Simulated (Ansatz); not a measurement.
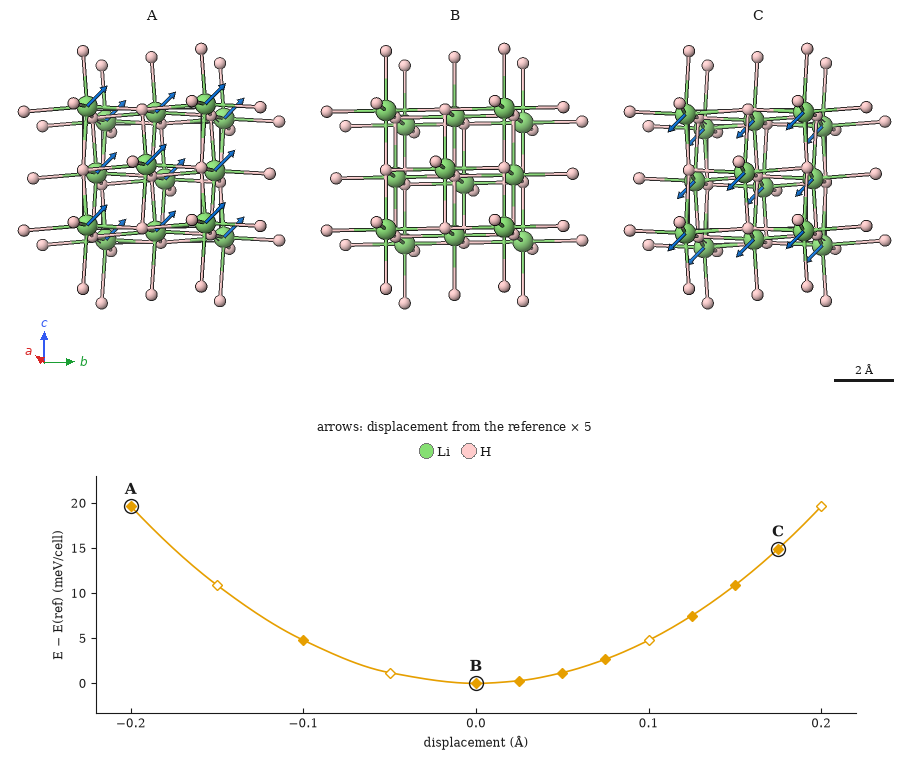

A crystal of LiH (Fm-3m): the whole Li sublattice is shifted rigidly, towards the nearest copy of atom 1 (Li) at 2.874 Å, all else fixed. The lettered frames are marked on the plot. Hollow markers are points alike by symmetry, not computed again. Style: ball-and-stick. Shown: the conventional cell (4 times the calculation's cell), along the a axis, with a slight tilt. Blue arrows: displacements from the reference. Lengths and directions refer to the drawn axes.

The calculation used DFT PBE, scalar-relativistic, plane waves, PAW (Ansatz 0.2.0). Set-up: plane-wave cutoff 420 eV; k-point mesh 10 × 10 × 10; occupations gaussian; smearing width 0.05 eV; no spin polarisation. Energies (free energies at the smearing named) are counted from the cell as listed in its source, which wasn't relaxed.

**What does the scan show?**

The lowest computed point lies at the displacement 0.00 Å (0.0 meV/cell). At the ends of the scan the energy is 19.6 meV/cell (−0.20 Å) and 19.6 meV/cell (0.20 Å). The curvature at zero is about 0.95 eV/Å² per cell. The well is symmetric. At the highest point the shortest interatomic distance is 1.90 Å, against 2.03 Å in the reference. The distortion takes the space group from Fm-3m to Imm2.
